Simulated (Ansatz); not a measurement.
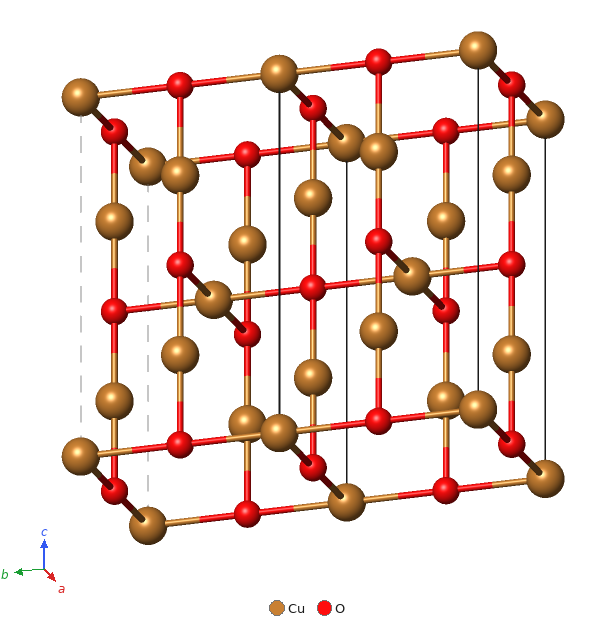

A ball-and-stick rendering, viewed from a general direction. A block of 1×2×1 cells is shown, with one conventional unit cell in solid outline. Cell: a = 4.064 Å, b = 4.064 Å, c = 7.427 Å, α = 90.00°, β = 90.00°, γ = 90.00°.

- The material is Cu₃O₂.
- Its lattice is body-centred tetragonal, its space group I4/mmm (No. 139).
- Cell content 6 Cu, 4 O; Z = 2.
- Each O atom is coordinated by four Cu in a distorted square planar arrangement at about 1.9 to 2.0 Å. Cu takes two kinds of site: 4d with two O in a linear arrangement at about 1.9 Å; 2a with four O in a square planar arrangement at about 2.0 Å. Not all metal-metal contacts are counted.
- The bonds build a three-dimensional framework.

Starting structure: a structure listed in the Materials Project. Earlier steps of the study may have refined or changed the cell and positions. An electronic-structure calculation with Ansatz was run on it.
